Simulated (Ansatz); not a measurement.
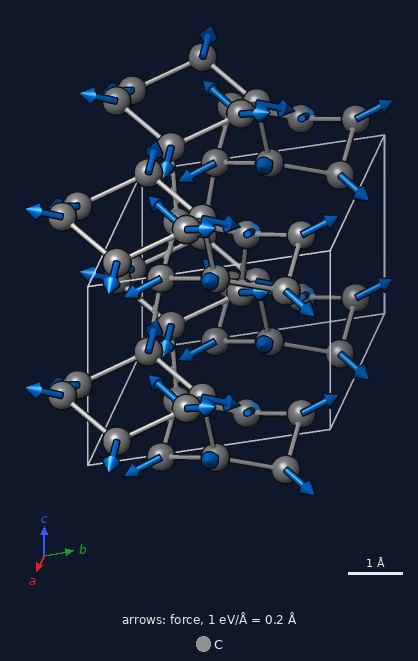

Starting geometry of a crystal of C (a generated structure, set up in P6_322) (coarse preliminary run) with the computed forces as blue arrows. A ball-and-stick model of the cell of the calculation, repeated 2 × 1 × 2 with one cell outlined, seen from a free direction.

Theory: DFT PBE, scalar-relativistic, plane waves, PAW (Ansatz 0.2.0). Set-up: plane-wave cutoff 420 eV; k-point mesh 6 × 6 × 4; occupations gaussian; smearing width 0.1 eV; no spin polarisation; cell and atoms relaxed; force threshold 0.04 eV/Å; at most 70 steps.

Q: Is this structure relaxed? If not, where do the atoms go?

A: It isn't relaxed: the largest force vector, on C atoms, is 4.13 eV/Å. The atoms end up moving mostly along the starting forces (cosine between the two patterns 0.93). The energy falls by 1018 meV per atom in 7 accepted moves (9 points after the start). The largest force component goes from 3.8 to 0.0019 eV/Å. The pressure goes from 24.38 to 0.07 GPa. The SCF was repeated twice at an unchanged geometry on a basis and grid sized afresh for the cell, which shifted the energy by 2.0 meV per atom at most. The largest moves relative to the cell, 0.19 Å, are those of C atoms. The drawn cell changes as follows: a = b 4.766 → 4.350 Å (−8.7 %), c 3.784 → 4.180 Å (+10.5 %); the volume changes by −8.0 %. Some distances before and after: C–C 2.064 → 1.542 Å, C–C 1.459 → 1.566 Å, C–C 1.453 → 1.542 Å. New bonds form: C–C (2.06 → 1.54 Å). Bond angles that change, for instance: C–C–C 121.2° → 109.9°. The space group (tolerance 0.01 Å) goes from P6_322 (No. 182) to P6_3/mmc (No. 194).
